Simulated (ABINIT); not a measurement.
## Ce: optical-spectrum calculation (part 3 of 3)

Continued. System: Ce (Fm-3m, 1 atom in the cell). Method: Kohn-Sham DFT of a periodic cell, PBE, PseudoDojo NC SR PBE v0.4 lanthanides 3+ (4f in core; v0.4.1 standard for the other elements), spin-polarised (ABINIT 10.8.3); cutoff 653.07 eV, 10×10×10 k-mesh, Gaussian smearing of 0.2 eV, collinear spins. The structure derives from an entry of the Crystallography Open Database. The geometry was changed: volume scaled by 0.92.

Geometry of the input (Å; fractional positions):
```
0.0000  2.5099  2.5099
2.5099  0.0000  2.5099
2.5099  2.5099  0.0000
Ce 0.0000  0.0000  0.0000
```

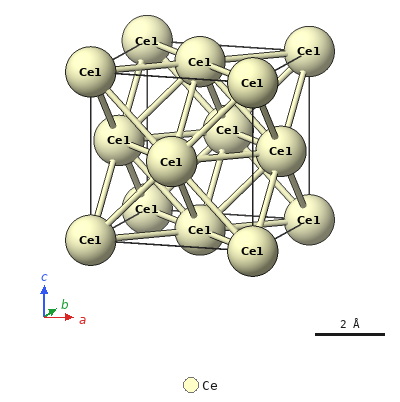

*The structure (ball-and-stick view of the cell 4 times as large as that of the calculation, set on its symmetry axes, seen slightly off an axis; atoms are numbered from 1 in the order of the input).*

### Output, continued
```
 getcut: wavevector=  0.0000  0.0000  0.0000  ngfft=  30  30  30
         ecut(hartree)=     24.000   => boxcut(ratio)=   2.03034

--- Pseudopotential description ------------------------------------------------
- pspini: atom type   1  psp file is ./Ce.upf
  58.00000  11.00000  180302                  znucl, zion, pspdat
12 -101130 3 -1 1804                          pspcod,pspxc,lmax,lloc,mmax
     nproj     2     2     2     1

   4.05450979E+02                                ecore*ucvol(ha*bohr**3)
--------------------------------------------------------------------------------

================================================================================

--- !BeginCycle
iteration_state: {dtset: 1, }
solver: {iscf: 7, nstep: 80, nline: 4, wfoptalg: 0, }
tolerances: {tolvrs: 1.00E-12, }
...

     iter   Etot(hartree)      deltaE(h)  residm     vres2   difmagsph maxmagsph
 ETOT  1  -35.718097872236    -3.572E+01 4.925E-02 8.684E+00 7.787E-02 7.787E-02
 ETOT  2  -35.729101068549    -1.100E-02 3.229E-03 2.894E-01 4.446E-02 3.341E-02
 ETOT  3  -35.729218414427    -1.173E-04 1.172E-03 5.234E-02 1.866E-02 1.474E-02
 ETOT  4  -35.729251364249    -3.295E-05 5.161E-04 1.029E-02 1.368E-02 1.066E-03
 ETOT  5  -35.729253533967    -2.170E-06 2.109E-04 4.824E-04 1.449E-03 3.830E-04
 ETOT  6  -35.729253600053    -6.609E-08 1.407E-04 2.209E-05 3.870E-04 3.993E-06
 ETOT  7  -35.729253603545    -3.492E-09 4.727E-05 3.380E-06 6.387E-06 2.394E-06
 ETOT  8  -35.729253604218    -6.734E-10 4.437E-05 2.205E-07 2.700E-06 3.069E-07
 ETOT  9  -35.729253604265    -4.680E-11 3.017E-05 1.702E-09 9.221E-07 6.152E-07
 ETOT 10  -35.729253604265     7.105E-15 2.197E-05 2.225E-11 5.469E-07 6.829E-08
 ETOT 11  -35.729253604265     9.948E-14 1.876E-05 8.027E-13 5.397E-08 1.432E-08

 At SCF step   11       vres2   =  8.03E-13 < tolvrs=  1.00E-12 =>converged.

 Cartesian components of stress tensor (hartree/bohr^3)
  sigma(1 1)= -2.42099363E-04  sigma(3 2)=  0.00000000E+00
  sigma(2 2)= -2.42099363E-04  sigma(3 1)=  0.00000000E+00
  sigma(3 3)= -2.42099363E-04  sigma(2 1)=  0.00000000E+00

--- !ResultsGS
iteration_state: {dtset: 1, }
comment   : Summary of ground state results
lattice_vectors:
- [  0.0000000,   4.7429532,   4.7429532, ]
- [  4.7429532,   0.0000000,   4.7429532, ]
- [  4.7429532,   4.7429532,   0.0000000, ]
lattice_lengths: [   6.70755,    6.70755,    6.70755, ]
lattice_angles: [ 60.000,  60.000,  60.000, ] # degrees, (23, 13, 12)
lattice_volume:   2.1339120E+02
convergence: {deltae:  9.948E-14, res2:  8.027E-13, residm:  1.876E-05, diffor: null, }
etotal    :  -3.57292536E+01
entropy   :   0.00000000E+00
fermie    :   3.06074544E-01
cartesian_stress_tensor: # hartree/bohr^3
- [ -2.42099363E-04,   0.00000000E+00,   0.00000000E+00, ]
- [  0.00000000E+00,  -2.42099363E-04,   0.00000000E+00, ]
- [  0.00000000E+00,   0.00000000E+00,  -2.42099363E-04, ]
pressure_GPa:   7.1228E+00
xred      :
- [  0.0000E+00,   0.0000E+00,   0.0000E+00, Ce]
cartesian_forces: # hartree/bohr
- [ -0.00000000E+00,  -0.00000000E+00,  -0.00000000E+00, ]
force_length_stats: {min:   0.00000000E+00, max:   0.00000000E+00, mean:   0.00000000E+00, }
...

 Integrated electronic and magnetization densities in atomic spheres:
 ------------------------------------------------------------------------------------------------------------
 Radius=ratsph(iatom), smearing ratsm=  0.0000. Diff(up-dn)=approximate z local magnetic moment.
    Atom    Radius    up_density   dn_density  Total(up+dn)  Diff(up-dn)
    1 Ce   2.00000     3.125635     3.125635      6.251270    -0.000000
 ------------------------------------------------------------------------------------------------------------
  Sum:                 3.125635     3.125635      6.251270    -0.000000
 Total magnetization (from the atomic spheres):               -0.000000
 Total magnetization (exact up - dn):                          0.000000

================================================================================

 ----iterations are completed or convergence reached----

 Mean square residual over all n,k,spin=   21.471E-09; max=  18.756E-06
 reduced coordinates (array xred) for    1 atoms
       0.000000000000      0.000000000000      0.000000000000
 rms dE/dt=  0.0000E+00; max dE/dt=  0.0000E+00; dE/dt below (all hartree)
    1       0.000000000000      0.000000000000      0.000000000000

 cartesian coordinates (angstrom) at end:
    1      0.00000000000000     0.00000000000000     0.00000000000000

 cartesian forces (hartree/bohr) at end:
    1     -0.00000000000000    -0.00000000000000    -0.00000000000000
 frms,max,avg= 0.0000000E+00 0.0000000E+00   0.000E+00  0.000E+00  0.000E+00 h/b

 cartesian forces (eV/Angstrom) at end:
    1     -0.00000000000000    -0.00000000000000    -0.00000000000000
 frms,max,avg= 0.0000000E+00 0.0000000E+00   0.000E+00  0.000E+00  0.000E+00 e/A
 length scales=  6.707548689693  6.707548689693  6.707548689693 bohr
              =  3.549481905200  3.549481905200  3.549481905200 angstroms
 Fermi (or HOMO) energy (hartree) =   0.30607   Average Vxc (hartree)=  -0.38422
 Magnetization (Bohr magneton)=  2.59614739E-08
 Total spin up =  5.50000001E+00   Total spin down =  5.49999999E+00
 Eigenvalues (hartree) for nkpt= 110  k points, SPIN UP:
 kpt#   1, nband= 13, wtk=  0.00600, kpt= -0.0500 -0.1000  0.0000 (reduced coord)
  -0.96908   -0.30852   -0.30397   -0.30353    0.18914    0.34629    0.36487    0.36532
   0.44582    0.46300    0.64535    0.73164    0.77562
      occupation numbers for kpt#   1
   1.00000    1.00000    1.00000    1.00000    1.00000    0.00000    0.00000    0.00000
   0.00000    0.00000    0.00000    0.00000    0.00000
 prteigrs : prtvol=0 or 1, do not print more k-points.

 Eigenvalues (hartree) for nkpt= 110  k points, SPIN DOWN:
 kpt#   1, nband= 13, wtk=  0.00600, kpt= -0.0500 -0.1000  0.0000 (reduced coord)
  -0.96908   -0.30852   -0.30397   -0.30353    0.18914    0.34629    0.36487    0.36532
   0.44582    0.46300    0.64535    0.73164    0.77562
      occupation numbers for kpt#   1
   1.00000    1.00000    1.00000    1.00000    1.00000    0.00000    0.00000    0.00000
   0.00000    0.00000    0.00000    0.00000    0.00000
 prteigrs : prtvol=0 or 1, do not print more k-points.

--- !EnergyTerms
iteration_state     : {dtset: 1, }
comment             : Components of total free energy in Hartree
kinetic             :  8.46225991887118E+00
hartree             :  3.39795130044144E+00
xc                  : -8.17456867539065E+00
Ewald energy        : -2.92417135389581E+01
psp_core            :  1.90003608590233E+00
local_psp           : -1.44788339232932E+01
non_local_psp       :  2.40667135281512E+00
internal            : -3.57281974796119E+01
'-kT*entropy'       : -1.05612465314339E-03
total_energy        : -3.57292536042651E+01
total_energy_eV     : -9.72242520106265E+02
band_energy         : -3.11499518989759E+00
...

 Cartesian components of stress tensor (hartree/bohr^3)
  sigma(1 1)= -2.42099363E-04  sigma(3 2)=  0.00000000E+00
  sigma(2 2)= -2.42099363E-04  sigma(3 1)=  0.00000000E+00
  sigma(3 3)= -2.42099363E-04  sigma(2 1)=  0.00000000E+00

-Cartesian components of stress tensor (GPa)         [Pressure=  7.1228E+00 GPa]
- sigma(1 1)= -7.12280916E+00  sigma(3 2)=  0.00000000E+00
- sigma(2 2)= -7.12280916E+00  sigma(3 1)=  0.00000000E+00
- sigma(3 3)= -7.12280916E+00  sigma(2 1)=  0.00000000E+00

================================================================================
== DATASET  2 ==================================================================

--- !DatasetInfo
iteration_state: {dtset: 2, }
dimensions: {natom: 1, nkpt: 110, mband: 16, nsppol: 2, nspinor: 1, nspden: 2, mpw: 1239, }
cutoff_energies: {ecut:  24.0, pawecutdg:  -1.0, }
electrons: {nelect:   1.10000000E+01, charge:   0.00000000E+00, occopt:   7.00000000E+00, tsmear:   7.34986000E-03, }
meta: {optdriver: 0, ionmov: 0, optcell: 0, iscf: -3, paral_kgb: 0, }
...

 mkfilename : getden/=0, take file _DEN from output of DATASET   1.

 Exchange-correlation functional for the present dataset will be:
  GGA: Perdew-Burke-Ernzerhof functional - ixc=11
  J.P.Perdew, K.Burke, M.Ernzerhof, PRL 77, 3865 (1996)

 Real(R)+Recip(G) space primitive vectors, cartesian coordinates (Bohr,Bohr^-1):
 R(1)=  0.0000000  4.7429532  4.7429532  G(1)= -0.1054196  0.1054196  0.1054196
 R(2)=  4.7429532  0.0000000  4.7429532  G(2)=  0.1054196 -0.1054196  0.1054196
 R(3)=  4.7429532  4.7429532  0.0000000  G(3)=  0.1054196  0.1054196 -0.1054196
 Unit cell volume ucvol=  2.1339120E+02 bohr^3
 Angles (23,13,12)=  6.00000000E+01  6.00000000E+01  6.00000000E+01 degrees

 getcut: wavevector=  0.0000  0.0000  0.0000  ngfft=  30  30  30
         ecut(hartree)=     24.000   => boxcut(ratio)=   2.03034
--------------------------------------------------------------------------------

================================================================================

--- !BeginCycle
iteration_state: {dtset: 2, }
solver: {iscf: -3, nstep: 120, nline: 4, wfoptalg: 0, }
tolerances: {tolwfr: 1.00E-12, }
...

     iter   Etot(hartree)      deltaE(h)  residm     vres2   difmagsph maxmagsph

 SPIN UP channel
 Non-SCF case, kpt    1 ( -0.05000 -0.10000  0.00000), residuals and eigenvalues=
  7.07E-14  8.14E-13  4.14E-13  6.44E-13  7.94E-13  1.21E-13  8.22E-13  1.60E-13
  2.50E-13  1.88E-13  9.69E-14  2.52E-13  8.94E-13  1.10E-12  2.19E-10  4.90E-05
 -9.6908E-01 -3.0852E-01 -3.0397E-01 -3.0353E-01  1.8914E-01  3.4629E-01
  3.6487E-01  3.6532E-01  4.4582E-01  4.6300E-01  6.4535E-01  7.3164E-01
  7.7562E-01  7.8273E-01  8.9394E-01  1.1602E+00
 prteigrs : prtvol=0 or 1, do not print more k-points.

 SPIN DOWN channel
 Non-SCF case, kpt    1 ( -0.05000 -0.10000  0.00000), residuals and eigenvalues=
  7.07E-14  8.14E-13  4.14E-13  6.44E-13  7.94E-13  1.21E-13  8.22E-13  1.60E-13
  2.50E-13  1.88E-13  9.69E-14  2.52E-13  8.94E-13  1.10E-12  2.19E-10  4.90E-05
 -9.6908E-01 -3.0852E-01 -3.0397E-01 -3.0353E-01  1.8914E-01  3.4629E-01
  3.6487E-01  3.6532E-01  4.4582E-01  4.6300E-01  6.4535E-01  7.3164E-01
  7.7562E-01  7.8273E-01  8.9394E-01  1.1602E+00
 prteigrs : prtvol=0 or 1, do not print more k-points.

--- !ResultsGS
iteration_state: {dtset: 2, }
comment   : Summary of ground state results
lattice_vectors:
- [  0.0000000,   4.7429532,   4.7429532, ]
- [  4.7429532,   0.0000000,   4.7429532, ]
- [  4.7429532,   4.7429532,   0.0000000, ]
lattice_lengths: [   6.70755,    6.70755,    6.70755, ]
lattice_angles: [ 60.000,  60.000,  60.000, ] # degrees, (23, 13, 12)
lattice_volume:   2.1339120E+02
convergence: {deltae:  0.000E+00, res2:  0.000E+00, residm:  9.969E-13, diffor:  0.000E+00, }
etotal    :  -3.57292536E+01
entropy   :   0.00000000E+00
fermie    :   3.06074544E-01
cartesian_stress_tensor: null
pressure_GPa: null
xred      :
- [  0.0000E+00,   0.0000E+00,   0.0000E+00, Ce]
cartesian_forces: null
force_length_stats: {min: null, max: null, mean: null, }
...

 Integrated electronic and magnetization densities in atomic spheres:
 ------------------------------------------------------------------------------------------------------------
 Radius=ratsph(iatom), smearing ratsm=  0.0000. Diff(up-dn)=approximate z local magnetic moment.
    Atom    Radius    up_density   dn_density  Total(up+dn)  Diff(up-dn)
    1 Ce   2.00000     3.125635     3.125635      6.251270     0.000000
 ------------------------------------------------------------------------------------------------------------
  Sum:                 3.125635     3.125635      6.251270     0.000000
 Total magnetization (from the atomic spheres):                0.000000
 Total magnetization (exact up - dn):                          0.000000

================================================================================

 ----iterations are completed or convergence reached----

 Mean square residual over all n,k,spin=   37.399E-14; max=  99.687E-14
 reduced coordinates (array xred) for    1 atoms
       0.000000000000      0.000000000000      0.000000000000

 cartesian coordinates (angstrom) at end:
    1      0.00000000000000     0.00000000000000     0.00000000000000
 length scales=  6.707548689693  6.707548689693  6.707548689693 bohr
              =  3.549481905200  3.549481905200  3.549481905200 angstroms
 Eigenvalues (hartree) for nkpt= 110  k points, SPIN UP:
 kpt#   1, nband= 16, wtk=  0.00600, kpt= -0.0500 -0.1000  0.0000 (reduced coord)
  -0.96908   -0.30852   -0.30397   -0.30353    0.18914    0.34629    0.36487    0.36532
   0.44582    0.46300    0.64535    0.73164    0.77562    0.78273    0.89394    1.16015
      occupation numbers for kpt#   1
   1.00000    1.00000    1.00000    1.00000    1.00000    0.00000    0.00000    0.00000
   0.00000    0.00000    0.00000    0.00000    0.00000    0.00000    0.00000    0.00000
 prteigrs : prtvol=0 or 1, do not print more k-points.

 Eigenvalues (hartree) for nkpt= 110  k points, SPIN DOWN:
 kpt#   1, nband= 16, wtk=  0.00600, kpt= -0.0500 -0.1000  0.0000 (reduced coord)
  -0.96908   -0.30852   -0.30397   -0.30353    0.18914    0.34629    0.36487    0.36532
   0.44582    0.46300    0.64535    0.73164    0.77562    0.78273    0.89394    1.16015
      occupation numbers for kpt#   1
   1.00000    1.00000    1.00000    1.00000    1.00000    0.00000    0.00000    0.00000
   0.00000    0.00000    0.00000    0.00000    0.00000    0.00000    0.00000    0.00000
 prteigrs : prtvol=0 or 1, do not print more k-points.

--- !EnergyTerms
iteration_state     : {dtset: 2, }
comment             : Components of total free energy in Hartree
kinetic             :  8.46225993868710E+00
hartree             :  3.39795130044144E+00
xc                  : -8.17456867539065E+00
Ewald energy        : -2.92417135389581E+01
psp_core            :  1.90003608590233E+00
local_psp           : -1.44788339232932E+01
non_local_psp       :  2.40667135567521E+00
internal            : -3.57281974569359E+01
'-kT*entropy'       : -1.05612465046039E-03
total_energy        : -3.57292535815864E+01
...

--- !EnergyTermsDC
iteration_state     : {dtset: 2, }
comment             : '"Double-counting" decomposition of free energy'
band_energy         : -3.11499518646774E+00
Ewald energy        : -2.92417135389581E+01
psp_core            :  1.90003608590233E+00
xc_dc               : -5.27152484009028E+00
internal            : -3.57281974796138E+01
'-kT*entropy'       : -1.05612465046039E-03
total_energy_dc     : -3.57292536042643E+01
...

================================================================================
== DATASET  3 ==================================================================

--- !DatasetInfo
iteration_state: {dtset: 3, }
dimensions: {natom: 1, nkpt: 110, mband: 12, nsppol: 2, nspinor: 1, nspden: 2, mpw: 1239, }
cutoff_energies: {ecut:  24.0, pawecutdg:  -1.0, }
electrons: {nelect:   1.10000000E+01, charge:   0.00000000E+00, occopt:   7.00000000E+00, tsmear:   7.34986000E-03, }
meta: {optdriver: 8, wfk_task: 7, }
...

 mkfilename : getwfk/=0, take file _WFK from output of DATASET   2.

 Exchange-correlation functional for the present dataset will be:
  GGA: Perdew-Burke-Ernzerhof functional - ixc=11
  J.P.Perdew, K.Burke, M.Ernzerhof, PRL 77, 3865 (1996)

--------------------------------------------------------------------------------

 Computation of velocity matrix elements (DDK)

 Parameters extracted from the Abinit header:
    ecut:     24.0
    nkpt:    4000
    mband:   16
    nsppol:  2
    nspinor: 1
    useylm:  0
    inclvkb: 2
    bmin: 1, bmax: 16
    Computing diagonal and off-diagonal matrix elements
    Between band index bmin: 1, bmax: 16

== END DATASET(S) ==============================================================
================================================================================

 -outvars: echo values of variables after computation  --------
            acell      6.7075486897E+00  6.7075486897E+00  6.7075486897E+00 Bohr
           etotal1    -3.5729253604E+01
           etotal2    -3.5729253604E+01
           etotal3     0.0000000000E+00
            fcart1    -0.0000000000E+00 -0.0000000000E+00 -0.0000000000E+00
            fcart3     0.0000000000E+00  0.0000000000E+00  0.0000000000E+00
            rprim      0.0000000000E+00  7.0710678120E-01  7.0710678120E-01
                       7.0710678120E-01  0.0000000000E+00  7.0710678120E-01
                       7.0710678120E-01  7.0710678120E-01  0.0000000000E+00
           strten1    -2.4209936260E-04 -2.4209936260E-04 -2.4209936260E-04
                       0.0000000000E+00  0.0000000000E+00  0.0000000000E+00
           strten3     0.0000000000E+00  0.0000000000E+00  0.0000000000E+00
                       0.0000000000E+00  0.0000000000E+00  0.0000000000E+00
 Calculation completed.
```

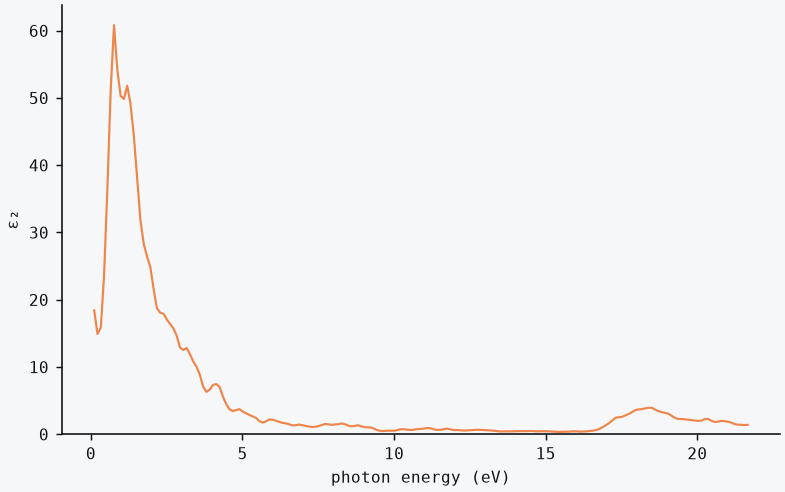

*Imaginary part of the dielectric function (first component that the program prints).*

The highest peak, 60.8, lies at 0.76 eV.

### Key numbers

```tsv
quantity	value
outcome	converged
space group (tolerance 0.01 Å)	Fm-3m (225)
electrons treated	11
free energy	−972.2425 eV
Fermi energy of the self-consistent step	8.329 eV
net moment of the cell	0.00 μB
pressure	7.12 GPa
largest force (length of the vector)	under 0.001 eV/Å
wall time	3.8 min
peak memory	2.7 GiB
```

Points of doubt noted for this run: no intraband term. The cell is under a pressure of 7.1 GPa at this level, so it is not at its equilibrium volume.
